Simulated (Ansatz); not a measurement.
## SnWO4 (Pnna): converging the G0W0 gap

Wanted: a G0W0 gap for SnWO4 (Pnna) that is converged in bands and cutoff, or an estimate of the limit.

Program: Ansatz 0.2.0. Level of theory: G0W0 on LDA, plane waves, PAW. Results are calculated unless marked as measured.

## 1. The structure

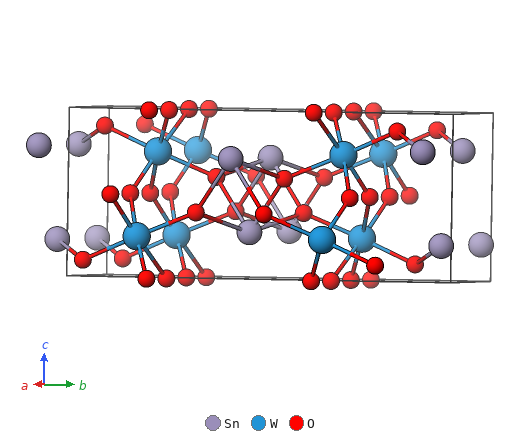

Start, viewed slightly off an axis; tin purple, tungsten blue, oxygen red. 2×1×1 cells are drawn. Bonds to atoms that aren't drawn are left out. Some periodic images of atoms are drawn too.

The cell and positions come from the Crystallography Open Database and are kept as given unless a step says otherwise. Spin-orbit coupling is left out unless a step names it.

## 2. 743 empty bands, screening to 100 eV

G0W0 replaces the xc potential by the self-energy, built once from these orbitals. Only a window of levels is corrected, while the sums run over the empty bands that the input names. This step takes hard PAW files.

Input file input.yaml:

```yaml
crystal:
  lattice:
    - [5.627, 0.0, 0.0]
    - [0.0, 11.6486, 0.0]
    - [0.0, 0.0, 4.9973]
  atoms:
    - { symbol: Sn, position: [0.25, 0.0, 0.2196] }
    - { symbol: Sn, position: [0.25, 0.5, 0.2804] }
    - { symbol: Sn, position: [0.75, 0.0, 0.7804] }
    - { symbol: Sn, position: [0.75, 0.5, 0.7196] }
    - { symbol: W, position: [0.6677, 0.25, 0.25] }
    - { symbol: W, position: [0.8323, 0.75, 0.25] }
    - { symbol: W, position: [0.3323, 0.75, 0.75] }
    - { symbol: W, position: [0.1677, 0.25, 0.75] }
    - { symbol: O, position: [0.3765, 0.2987, 0.9988] }
    - { symbol: O, position: [0.1235, 0.7013, 0.9988] }
    - { symbol: O, position: [0.3765, 0.2013, 0.5012] }
    - { symbol: O, position: [0.1235, 0.7987, 0.5012] }
    - { symbol: O, position: [0.6235, 0.7013, 0.0012] }
    - { symbol: O, position: [0.8765, 0.2987, 0.0012] }
    - { symbol: O, position: [0.6235, 0.7987, 0.4988] }
    - { symbol: O, position: [0.8765, 0.2013, 0.4988] }
    - { symbol: O, position: [0.1019, 0.3961, 0.6037] }
    - { symbol: O, position: [0.3981, 0.6039, 0.6037] }
    - { symbol: O, position: [0.1019, 0.1039, 0.8963] }
    - { symbol: O, position: [0.3981, 0.8961, 0.8963] }
    - { symbol: O, position: [0.8981, 0.6039, 0.3963] }
    - { symbol: O, position: [0.6019, 0.3961, 0.3963] }
    - { symbol: O, position: [0.8981, 0.8961, 0.1037] }
    - { symbol: O, position: [0.6019, 0.1039, 0.1037] }
kpoints:
  mp_grid: { grid: [4, 2, 4] }
hamiltonian:
  xc: lda
  pseudopotentials: { kind: paw, source: ansatz }
scf:
  occupations: { method: fixed }
gw:
  n_empty_bands: 743
  ecut_chi: 100.0
  qp_bands: [v4, c4]
  qp_kpoints: band_edges
  screening: { model: contour_deformation }
```

On the command line:

```sh
> ansatz run input.yaml --threads 16 --pin off --max-ram 92160MiB --backend cuda --events-out ev --progress --plain --runs-dir out --devices 1 --max-vram 157GiB
```

Numbers of over 12 decimals in the logs are rounded to 6 here.

What it wrote:

```text
GPUs: using 1 of 1 available (devices: 1).
Engine: ansatz 0.2.0, aarch64-unknown-linux-gnu
Pseudopotentials: kind: paw
Pseudopotential: Sn, paw, valence charge 22, recommended cutoff 640 eV (normal), Sn.paw.azcp
Pseudopotential: W, paw, valence charge 28, recommended cutoff 760 eV (normal), W.paw.azcp
Pseudopotential: O, paw, valence charge 6, recommended cutoff 930 eV (normal), O.paw.azcp
Functional definition: SPW92
  exchange = slater_x
  correlation = pw_c
concurrent solve slots: 9 of 16 are kept, ahead of what memory takes: no pass of the eigensolver takes more rounds on 9
[...]
Crystal: 24 atoms, lattice volume = 327.556 Å³
Basis set: ecut = 930 eV, 21159 PW (Γ)
Bands: 178, of which v1, the nominal top of the filled ones, is band 148 counted from 1 (147 counted from 0)
Symmetry: 8 space group operations
Space group: Pnna (ITA 52), of the structure as read, at distance tolerance 6.9e-5 Å
k-points: 18 of 32
Non-local potential: Sn, projectors of the file, l = 0: 3, l = 1: 3, l = 2: 3, l = 3: 2
Non-local potential: W, projectors of the file, l = 0: 3, l = 1: 3, l = 2: 2, l = 3: 3
Non-local potential: O, projectors of the file, l = 0: 2, l = 1: 2, l = 2: 1
PAW form: soft (Blöchl's): semilocal exchange-correlation on the pseudo side does not see the compensation charge
PAW frozen core: Sn, regenerated for the run's functional, and the local potential with it (the file was generated under x = pbe(κ = 0.804, μ = 0.219515), c = pbe(β = 0.066725))
PAW frozen core: W, regenerated for the run's functional, and the local potential with it (the file was generated under x = pbe(κ = 0.804, μ = 0.219515), c = pbe(β = 0.066725))
PAW frozen core: O, regenerated for the run's functional, and the local potential with it (the file was generated under x = pbe(κ = 0.804, μ = 0.219515), c = pbe(β = 0.066725))
PAW one-centre angular grid: Sn, 590 points (default); XC on 64 Gauss nodes
PAW one-centre angular grid: W, 590 points (default); XC on 64 Gauss nodes
PAW one-centre angular grid: O, 110 points (default); XC on 64 Gauss nodes
Initial density: superposition of atomic densities (chi_scale 0.1, normalization cell, long waves kept (reshape's long-wave potential 0.30 eV rms))
Initial wavefunctions: pseudopotential atomic-orbital guess
[...]
Functional: x = slater, c = lda
SCF iter   1: F=—  HF=-117727.365054 eV  |F-HF|=—  |Δ(HF+E_count)|=         —  Δρ=9.69e-2  dr2=5.11e1  ethr=3.10e-3  ⟨swp⟩=5.0  Hψ=10886  notcnv=0  defer=491
preconditioner: auto → Resta (q_TF=auto, 2.683 Å⁻¹)  ε∞=3.4  [insulator: Δε(μ)=2.899 eV  Ē_g=20.197 eV  n_scr=100 (ndim 8)  ℏωp=31.3 eV  f_vac=0.031  ε∞_Penn≈3.4]
SCF iter   2: F=—  HF=-117714.090778 eV  |F-HF|=—  |Δ(HF+E_count)|=    1.33e1  Δρ=4.71e-2  dr2=6.40e0  ethr=3.10e-3  ⟨swp⟩=4.0  Hψ=7213  notcnv=0  defer=491
SCF iter   3: F=—  HF=-117712.361593 eV  |F-HF|=—  |Δ(HF+E_count)|=    1.73e0  Δρ=2.17e-2  dr2=1.80e0  ethr=2.16e-3  ⟨swp⟩=2.4  Hψ=5127  notcnv=0  defer=490
SCF iter   4: F=—  HF=-117711.866400 eV  |F-HF|=—  |Δ(HF+E_count)|=   4.95e-1  Δρ=8.46e-3  dr2=2.17e-1  ethr=6.08e-4  ⟨swp⟩=3.2  Hψ=4126  notcnv=0  defer=502
SCF iter   5: F=—  HF=-117711.815245 eV  |F-HF|=—  |Δ(HF+E_count)|=   5.12e-2  Δρ=3.37e-3  dr2=3.37e-2  ethr=7.35e-5  ⟨swp⟩=3.0  Hψ=5344  notcnv=0  defer=502
SCF iter   6: F=—  HF=-117711.809898 eV  |F-HF|=—  |Δ(HF+E_count)|=   5.35e-3  Δρ=1.35e-3  dr2=6.85e-3  ethr=1.14e-5  ⟨swp⟩=2.1  Hψ=4084  notcnv=0  defer=502
[...]
SCF iter   9: F=—  HF=-117711.809138 eV  |F-HF|=—  |Δ(HF+E_count)|=   1.41e-5  Δρ=4.61e-5  dr2=5.56e-6  ethr=5.44e-8  ⟨swp⟩=2.0  Hψ=4219  notcnv=0  defer=463
SCF iter  10: F=—  HF=-117711.809138 eV  |F-HF|=—  |Δ(HF+E_count)|=   2.97e-7  Δρ=1.20e-5  dr2=3.89e-7  ethr=1.88e-9  ⟨swp⟩=2.2  Hψ=5102  notcnv=0  defer=463
SCF iter  11: F=-117711.809138 eV  HF=-117711.809138 eV  |F-HF|=5.81e-9  |Δ(HF+E_count)|=   3.89e-8  Δρ=3.27e-6  dr2=2.05e-8  ethr=3.38e-11  ⟨swp⟩=12.7  Hψ=15422  notcnv=0
SCF 1 converged in 11 iterations: F = -117711.809138 eV  dr2 = 2.05e-8
  greatest PAW one-centre occupation: 1.001 electrons in one spin orbital (limit 2), on the Sn atom at site 3 (counted from 0), in its partial waves of l = 0
[...]
SCF converged after 11 iterations
[...]
9   152     12.5651   -15.3900    -4.0497   -20.4945  0.7554    13.6472    13.6199  root
    10   145      9.5399   -21.0328     2.4723   -18.4327  0.7472     9.4119     9.4122  root
    10   146      9.5399   -21.0328     2.4723   -18.4327  0.7472     9.4119     9.4122  root
    10   147     10.1801   -20.7208     2.0298   -18.6378  0.7544    10.1269    10.1270  root
    10   148     10.1801   -20.7208     2.0298   -18.6378  0.7544    10.1269    10.1270  root
    10   149     12.3003   -15.7949    -4.2252   -21.1275  0.7538    13.4395    13.4077  root
    10   150     12.3003   -15.7949    -4.2252   -21.1275  0.7538    13.4395    13.4077  root
    10   151     12.5861   -15.8452    -4.0888   -21.0175  0.7519    13.7002    13.6695  root
    10   152     12.5861   -15.8452    -4.0888   -21.0175  0.7519    13.7002    13.6695  root
    11   145      9.8245   -20.4445     2.1770   -18.1641  0.7514     9.7209     9.7211  root
    11   146      9.8245   -20.4445     2.1770   -18.1641  0.7514     9.7209     9.7211  root
    11   147     10.0406   -21.0349     2.1226   -18.8428  0.7538     9.9711     9.9713  root
    11   148     10.0406   -21.0349     2.1226   -18.8428  0.7538     9.9711     9.9713  root
    11   149     12.3417   -15.5266    -4.2271   -20.8507  0.7588    13.4675    13.4388  root
    11   150     12.3417   -15.5266    -4.2271   -20.8507  0.7588    13.4675    13.4388  root
    11   151     12.5957   -15.8201    -4.2045   -21.1210  0.7508    13.7254    13.6922  root
    11   152     12.5957   -15.8201    -4.2045   -21.1210  0.7508    13.7254    13.6922  root
    12   145      9.7351   -21.4832     2.4783   -18.9186  0.7475     9.6487     9.6489  root
    12   146      9.7351   -21.4832     2.4783   -18.9186  0.7475     9.6487     9.6489  root
    12   147      9.7983   -20.7713     2.3684   -18.2933  0.7487     9.6885     9.6887  root
    12   148      9.7983   -20.7713     2.3684   -18.2933  0.7487     9.6885     9.6887  root
    12   149     12.5211   -14.6281    -4.2409   -19.9037  0.7603    13.5823    13.5558  root
    12   150     12.5211   -14.6281    -4.2409   -19.9037  0.7603    13.5823    13.5558  root
    12   151     12.7775   -15.5105    -4.5193   -21.1265  0.7469    13.9134    13.8743  root
[...]
17   145      9.7832   -19.7747     1.9780   -17.6776  0.7541     9.6639     9.6641  root
    17   146      9.7832   -19.7747     1.9780   -17.6776  0.7541     9.6639     9.6641  root
    17   147     10.1196   -21.1340     2.1548   -18.9215  0.7527    10.0619    10.0620  root
    17   148     10.1196   -21.1340     2.1548   -18.9215  0.7527    10.0619    10.0620  root
    17   149     12.2818   -15.6364    -4.1163   -20.8391  0.7591    13.3952    13.3681  root
    17   150     12.2818   -15.6364    -4.1163   -20.8391  0.7591    13.3952    13.3681  root
    17   151     12.6020   -16.2292    -4.0380   -21.3711  0.7484    13.7387    13.7060  root
    17   152     12.6020   -16.2292    -4.0380   -21.3711  0.7484    13.7387    13.7060  root
```

Wall time 2.1 min (1 × NVIDIA GB200 with 16 threads of Arm Neoverse V2, shared host); peak memory 9.9 GiB.

Reading the cycles: dr2 is the Hartree energy of the density residual (eV), the measure of convergence; HF is the Harris–Foulkes estimate of the energy, which meets the free energy F at convergence.

Numbers from this step:

| Property | Result |
| --- | --- |
| bands summed | 891 |
| RPA ε∞ on this mesh (eigenvalues) | 6.357, 6.582, 7.806 |
| plane waves in the screening matrix | 739 |
| q-points in the mesh | 32 |
| G0W0 gap on the mesh | 2.508 eV |
| k of the valence top | 0, 0, 0.25 |
| k of the conduction bottom | 0, 0, 0 |
| starting gap on the mesh | 1.357 eV |
| Z at the valence top | 0.7583 |
| Z at the conduction bottom | 0.7614 |
| least direct G0W0 gap on the computed points | 2.569 eV |

The gap on the mesh goes from 1.36 eV to 2.51 eV, a correction of +1.15 eV. Between the two edge states, bare exchange in place of the xc potential would open the gap by 7.13 eV, and correlation takes back 5.98 eV.

## 3. 1505 empty bands, screening to 160 eV

Bands and screening cutoff are moved together, since each hides the error of the other.

Changes to input.yaml since step 2:

```diff
@@ -38,4 +38,4 @@
 gw:
-  n_empty_bands: 743
-  ecut_chi: 100.0
+  n_empty_bands: 1505
+  ecut_chi: 160.0
   qp_bands: [v4, c4]
```

What it wrote:

```text
GPUs: using 1 of 1 available (devices: 1).
[...]
Crystal: 24 atoms, lattice volume = 327.556 Å³
Basis set: ecut = 930 eV, 21159 PW (Γ)
Bands: 178, of which v1, the nominal top of the filled ones, is band 148 counted from 1 (147 counted from 0)
[... 1 set-up line as in the run before ...]
[...]
k-points: 18 of 32
[...]
SCF iter   1: F=—  HF=-117727.365054 eV  |F-HF|=—  |Δ(HF+E_count)|=         —  Δρ=9.69e-2  dr2=5.11e1  ethr=3.10e-3  ⟨swp⟩=5.0  Hψ=10886  notcnv=0  defer=491
[...]
SCF iter   6: F=—  HF=-117711.809898 eV  |F-HF|=—  |Δ(HF+E_count)|=   5.35e-3  Δρ=1.35e-3  dr2=6.85e-3  ethr=1.14e-5  ⟨swp⟩=2.1  Hψ=4084  notcnv=0  defer=502
[...]
SCF iter   9: F=—  HF=-117711.809138 eV  |F-HF|=—  |Δ(HF+E_count)|=   1.41e-5  Δρ=4.61e-5  dr2=5.56e-6  ethr=5.44e-8  ⟨swp⟩=2.0  Hψ=4219  notcnv=0  defer=463
[...]
SCF iter  11: F=-117711.809138 eV  HF=-117711.809138 eV  |F-HF|=5.81e-9  |Δ(HF+E_count)|=   3.89e-8  Δρ=3.27e-6  dr2=2.05e-8  ethr=3.38e-11  ⟨swp⟩=12.7  Hψ=15422  notcnv=0
SCF 1 converged in 11 iterations: F = -117711.809138 eV  dr2 = 2.05e-8
[...]
SCF converged after 11 iterations
[...]
9   152     12.5651   -15.3900    -4.2913   -20.4945  0.7512    13.3933    13.3783  root
    10   145      9.5399   -21.0328     2.2616   -18.4327  0.7441     9.1990     9.2015  root
    10   146      9.5399   -21.0328     2.2616   -18.4327  0.7441     9.1990     9.2015  root
    10   147     10.1801   -20.7208     1.8063   -18.6378  0.7512     9.9021     9.9034  root
    10   148     10.1801   -20.7208     1.8063   -18.6378  0.7512     9.9021     9.9034  root
    10   149     12.3003   -15.7949    -4.4694   -21.1275  0.7499    13.1813    13.1635  root
    10   150     12.3003   -15.7949    -4.4694   -21.1275  0.7499    13.1813    13.1635  root
    10   151     12.5861   -15.8452    -4.3365   -21.0175  0.7477    13.4386    13.4219  root
[...]
17   149     12.2818   -15.6364    -4.3592   -20.8391  0.7552    13.1403    13.1252  root
    17   150     12.2818   -15.6364    -4.3592   -20.8391  0.7552    13.1403    13.1252  root
    17   151     12.6020   -16.2292    -4.2901   -21.3711  0.7441    13.4719    13.4539  root
    17   152     12.6020   -16.2292    -4.2901   -21.3711  0.7441    13.4719    13.4539  root
```

Run time: 4.6 min. Hardware: 1 × NVIDIA GB200 with 16 threads; peak memory 19 GiB.

Numbers from this step:

- bands summed: 1653
- RPA ε∞ on this mesh (eigenvalues): 6.318, 6.536, 7.761
- plane waves in the screening matrix: 1517
- q-points in the mesh: 32
- G0W0 gap on the mesh: 2.498 eV
- k of the valence top: 0, 0, 0.25
- k of the conduction bottom: 0, 0, 0
- starting gap on the mesh: 1.357 eV
- Z at the valence top: 0.7552
- Z at the conduction bottom: 0.7578
- least direct G0W0 gap on the computed points: 2.554 eV

Against the run with 4×2×4 mesh, 743 empty bands, screening to 100 eV, hard PAW files, the gap moves by −0.010 eV.

## 4. Convergence and cost

Times are wall times on 1 × NVIDIA GB200 with 16 threads of Arm Neoverse V2, shared host, good to a factor of about two.

```tsv
mesh	files	frequency	bands summed	cutoff (eV)	start (eV)	G0W0 (eV)	time	host memory (GiB)
4×2×4	hard PAW	contour deformation	891	100	1.357	2.508	2.1 min	9.9
4×2×4	hard PAW	contour deformation	1653	160	1.357	2.498	4.6 min	19
```

The parts of the quasiparticle energy at the two band edges (eV; QP = start + Σx + Σc − Vxc):

```tsv
run	edge	start	Σx	Σc	Vxc	Z	QP
891 bands	valence top	10.37	-20.63	1.90	-18.70	0.76	10.33
891 bands	conduction bottom	11.73	-15.60	-4.09	-20.81	0.76	12.84
1653 bands	valence top	10.37	-20.63	1.67	-18.70	0.76	10.10
1653 bands	conduction bottom	11.73	-15.60	-4.33	-20.81	0.76	12.60
```

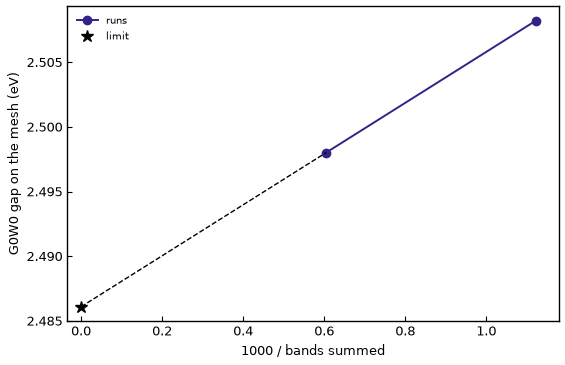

The gap against one over the number of bands; the dashed line carries the two highest rungs to the limit.

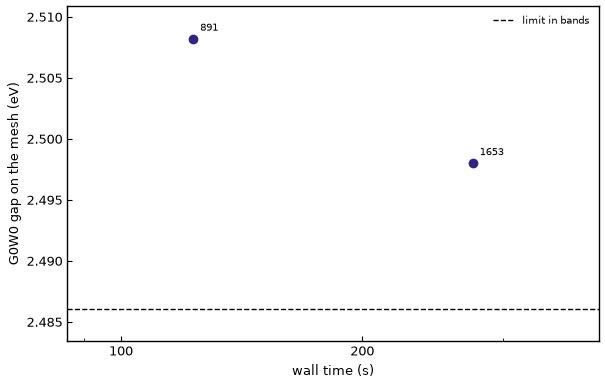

Result against wall time.

## 5. Results

| Property | Result |
| --- | --- |
| 891 bands, 100 eV | 2.508 eV |
| 1653 bands, 160 eV | 2.498 eV |
| estimated limit in bands and cutoff | 2.49 eV |
| mesh and start | 4×2×4, LDA |

A line in one over the bands through the two rungs gives 2.49 eV, −0.01 eV from the top rung; with two points alone it is an unchecked estimate. The rungs stand 0.02 eV (891 bands) and 0.01 eV (1653 bands) from it. From 891 to 1653 bands the gap moves by −0.01 eV while the time grows 2.2-fold. Σc changes by −0.23 eV at the valence top and −0.24 eV at the conduction bottom, so the levels themselves move more than the gap between them. Gaps are over the mesh's points; an edge off the mesh would be missed. The many-body steps are scalar-relativistic: spin-orbit coupling is not in them.

[Paths, hosts, dates, memory and timing lines, banners, echoed tables and standing remarks are left out of the program output.]

[Logs are printed without paths, hosts, clocks, repeated set-up lines and the standing remarks that a program may print on its own settings, such as how far it seeks lower states.]

[Runs of the session that timed out or met a known fault of the program may be left out.]

[Cells called generated may have been cut or substituted from an entry of the Crystallography Open Database or the Materials Project.]

[Hosts, paths, dates, database ids (printed as entryN), source tags and the programs' standing remarks are cut or masked in the printed files.]
